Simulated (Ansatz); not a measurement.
## A series of single points on Si

System: Si (P6₃/mmc, 4 atoms in the cell).
Method: DFT, BLYP, plane waves (420 eV) with PAW, scalar-relativistic, no spin polarisation (Ansatz 0.2.0).

The 5 runs differ only in the geometry, by an even scaling of the cell at fixed fractional positions.

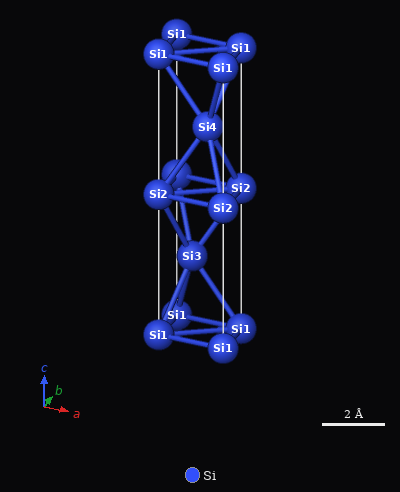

Figure 1. The structure of run 3 (ball-and-stick view of the cell of the calculation, seen slightly off an axis; atoms are numbered from 1 in the order of the input).

## Input of run 3
```yaml
crystal:
  lattice:
    - [2.7980446832, 0.0, 0.0]
    - [-1.3990223416, 2.4231777766, 0.0]
    - [0.0, 0.0, 9.323464832]
  atoms:
    - { symbol: Si, position: [0.0, 0.0, 0.0] }
    - { symbol: Si, position: [0.0, 0.0, 0.5] }
    - { symbol: Si, position: [0.3333333333, 0.6666666667, 0.25] }
    - { symbol: Si, position: [0.6666666667, 0.3333333333, 0.75] }
hamiltonian:
  xc: blyp
  pseudopotentials:
    kind: paw
    azcp:
      Si: "pseudopotentials/Si.paw.azcp"
basis:
  ecutwfc: 420
  fft_grid_basis: typed
kpoints:
  mp_grid: { grid: [14, 14, 4], shift: [0, 0, 0] }
magnetization:
  spin_polarized: false
scf:
  occupations: { method: fermi_dirac, width: 0.1 }
  lower_state_search: "off"
output:
  stress: true
```

Run 2 differs from it as follows:
```diff
-    - [2.7980446832, 0.0, 0.0]
-    - [-1.3990223416, 2.4231777766, 0.0]
-    - [0.0, 0.0, 9.323464832]
+    - [2.758630353, 0.0, 0.0]
+    - [-1.3793151765, 2.3890439654, 0.0]
+    - [0.0, 0.0, 9.1921309319]
```

## Results, with one run withheld

| run | volume per atom (Å³) | free energy per atom, from the lowest run given (meV) | pressure (GPa) |
| --- | --- | --- | --- |
| 1 | 14.487 | 45.55 | 8.97 |
| 2 | 15.145 | ? | ? |
| 3 | 15.804 | 0.00 | 2.56 |
| 4 | 17.779 | 7.96 | −3.28 |
| 5 | 18.438 | 24.19 | −4.58 |

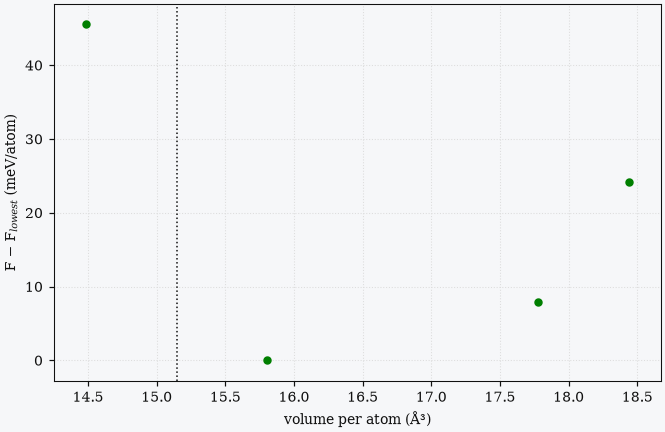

Figure 2. Free energy per atom of the runs given; the dotted line marks run 2.

Estimate the energy of run 2 from the others.

A quadratic polynomial in V^(−2/3) (the Birch–Murnaghan form), fitted to the 4 runs given, misses them by under 0.01 meV per atom. With x = V^(−2/3) − 0.15429 Å⁻², it reads F = −5.5923 + 97.301 x + 2.5461e+05 x² (meV per atom). At run 2 it gives 16.25 meV per atom, and the run itself gives 16.21. The slope of the fit gives a pressure −dF/dV of 5.44 GPa there, and the run prints 5.43 GPa. The fit has its minimum at 16.531 Å³ per atom, where V d²F/dV² gives 52.1 GPa. Cell shape and fractional positions are held, so this is the stiffness under even scaling; the relaxed bulk modulus wasn't computed.

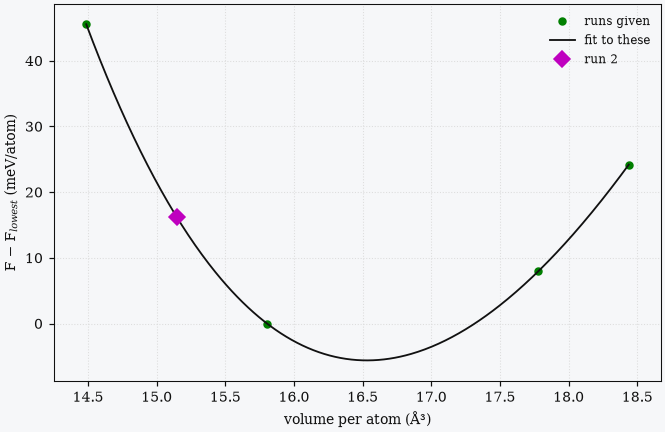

Figure 3. The fit and the withheld run.

## Output, shortened to warnings, some set-up lines, iterations and results (run 2)
```
Basis set: ecut = 420 eV, 1177 PW (Γ), exchange–correlation on 40×40×128 points (8 copies of the dense FFT grid, shifted against one another)
Symmetry: 24 space group operations
k-points: 72 of 784
Initial density: superposition of atomic densities (neutral atoms: chi_scale 0, normalization atom), corrected by the library's trained network
[...]
SCF iter   1: F=—  HF=-2554.002192 eV  |F-HF|=—  |Δ(HF+E_count)|=         —  Δρ=8.56e-3  dr2=4.66e-2  ethr=1.77e-3  ⟨swp⟩=6.1  Hψ=12998  notcnv=0  defer=1
SCF iter   2: F=—  HF=-2553.993755 eV  |F-HF|=—  |Δ(HF+E_count)|=   8.44e-3  Δρ=5.40e-3  dr2=1.90e-2  ethr=2.91e-4  ⟨swp⟩=1.0  Hψ=1728  notcnv=0  defer=1
SCF iter   3: F=—  HF=-2553.988752 eV  |F-HF|=—  |Δ(HF+E_count)|=   5.00e-3  Δρ=2.84e-4  dr2=3.87e-5  ethr=1.19e-4  ⟨swp⟩=2.0  Hψ=1631  notcnv=0  defer=1
SCF iter   4: F=—  HF=-2553.988789 eV  |F-HF|=—  |Δ(HF+E_count)|=   3.72e-5  Δρ=3.63e-5  dr2=1.28e-6  ethr=2.42e-7  ⟨swp⟩=2.0  Hψ=1634  notcnv=0  defer=1
SCF iter   5: F=—  HF=-2553.988789 eV  |F-HF|=—  |Δ(HF+E_count)|=   3.26e-8  Δρ=8.30e-6  dr2=1.31e-7  ethr=8.01e-9  ⟨swp⟩=2.4  Hψ=1563  notcnv=0  defer=1
SCF iter   6: F=-2553.988789 eV  HF=-2553.988789 eV  |F-HF|=1.02e-9  |Δ(HF+E_count)|=   1.29e-8  Δρ=1.45e-6  dr2=7.88e-10  ethr=6.25e-10  ⟨swp⟩=4.0  Hψ=2999  notcnv=0
SCF 1 converged in 6 iterations: F = -2553.988789 eV  dr2 = 7.88e-10
SCF converged after 6 iterations
Free energy (F): -2553.988789 eV
Harris-Foulkes:  -2553.988789 eV  (|F-HF|=1.02e-9)
Internal energy: -2553.923422 eV  (E = F + TS)
E sigma→0 (E₀):  -2553.956105 eV
Entropy (-TS):   -0.065367 eV (-16.342 meV/atom)
Fermi energy:    10.544900 eV
--- Per-component energies (eV) ---
  E_band       = 80.657380
  E_kinetic    = 162.340349
  E_local      = -3.096348  (includes V_loc(G=0)·N_el)
  E_nonlocal   = 107.524757
  E_hartree    = 2.527309
  E_xc         = -217.639955
  E_vxc        = -182.491046  (∫ρ·V_xc dr)
  E_paw        = -2067.757501  (= ΣΔE_a)
  E_vpaw       = -8.674938  (= ΣTr[D̂ρ^β])
  E_aug_tail   = 0.000030  (compensation charges beyond the density's cutoff)
  E_ewald      = -537.879852
  E_core_change = 0.057791  (= ΣΔE_core)
  E_smearing   = -0.065367  (= −TS)
  E_closure    = 0.000000  (closes the sum)
  Σ components = -2553.988789   (vs F -2553.988789, Δ=0.00e0)
--- Stress (GPa, compression-positive) ---
        4.965958       0.000000       0.000000
       -0.000000       4.965958       0.000000
        0.000000       0.000000       6.357846
  P = ⅓ Tr σ = 5.4299 GPa (54.299 kbar)
```
